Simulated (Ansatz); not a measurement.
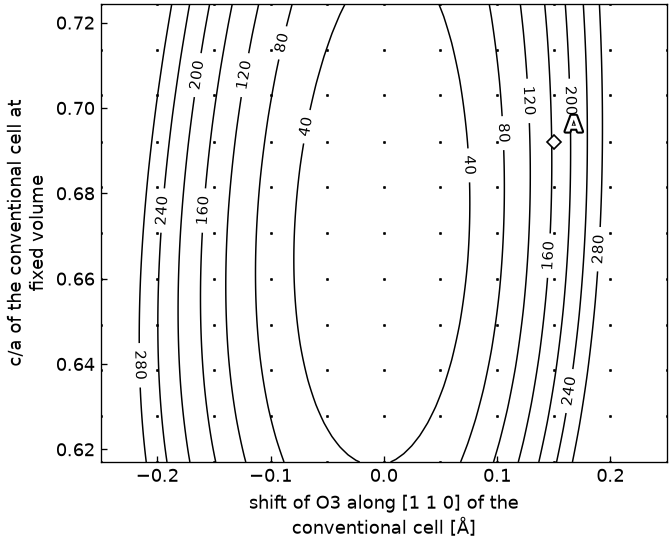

SnO₂ (P4_2/mnm, No. 136; 6 atoms in the cell). The energy is mapped over a free internal coordinate and the cell. Coordinates scanned: (1) shift of O3 along [1 1 0] of the conventional cell, Cartesian (0.71 0.71 0), its symmetry partners moved as symmetry demands (measured in the relaxed cell); (2) c/a of the conventional cell at fixed volume. Nothing is relaxed (all other coordinates fixed). The scan uses an 11 × 11 grid. Points are written as (first, second). All energies are given in meV/atom relative to the lowest grid point. These are results of DFT PBE, scalar-relativistic, plane waves, PAW in Ansatz, not measurements. Settings: cutoff 520 eV, k-mesh 6×6×8 in the order of the run's cell vectors, gaussian smearing 0.05 eV, no spin polarisation.

Drawn: contour lines labelled in meV/atom (none above 280), dots at the grid points, the point A. Between grid points the surface is interpolated.

> Which way does the force act at A, and how strong is it?

A, at (0.15 Å, 0.692), is not a stationary point. The computed force is 2300 meV/atom for each Å towards smaller values of the first coordinate and nearly zero along the second coordinate.

PAW datasets: the set soft_1.
